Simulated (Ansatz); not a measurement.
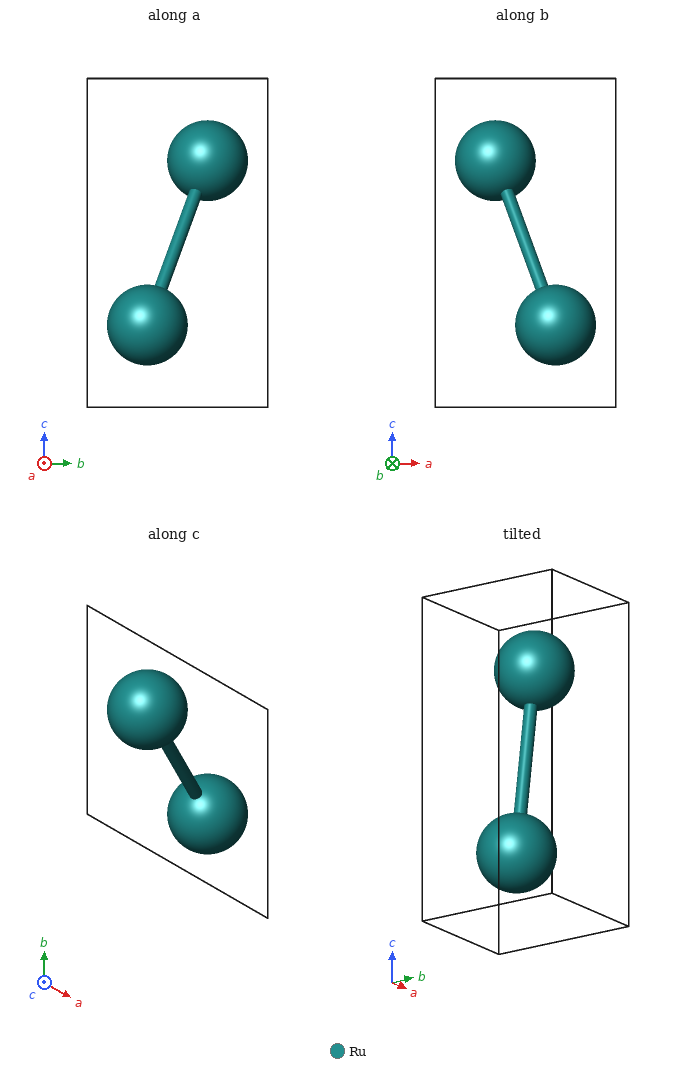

The figure gives a ball-and-stick picture of the atoms, viewed along the a axis, along the b axis, along the c axis and slightly off an axis. The conventional unit cell is drawn as a box.

Lattice parameters: a = 2.6303 Å, b = 2.6303 Å, c = 4.1446 Å, α = 90.000°, β = 90.000°, γ = 120.000°.

**Record the structure as a CIF in P1 with every atom of the cell.**

```cif
data_structure
_symmetry_space_group_name_H-M 'P 1'
_symmetry_Int_Tables_number 1
_cell_length_a 2.6303
_cell_length_b 2.6303
_cell_length_c 4.1446
_cell_angle_alpha 90.000
_cell_angle_beta 90.000
_cell_angle_gamma 120.000
_cell_volume 24.83
loop_
_atom_site_label
_atom_site_type_symbol
_atom_site_fract_x
_atom_site_fract_y
_atom_site_fract_z
_atom_site_occupancy
Ru1 Ru 0.3333 0.6667 0.7500 1
Ru2 Ru 0.6667 0.3333 0.2500 1
```

The model was built from a structure type filled with this element by a generator (whether the element takes this form wasn't checked). Earlier steps of the study may have refined or changed the cell and positions. An electronic-structure calculation with Ansatz was run on it.

At this level of theory the cell isn't at rest (compressed, at 34 GPa), so its distances can differ from those at equilibrium, the more so the softer the solid.
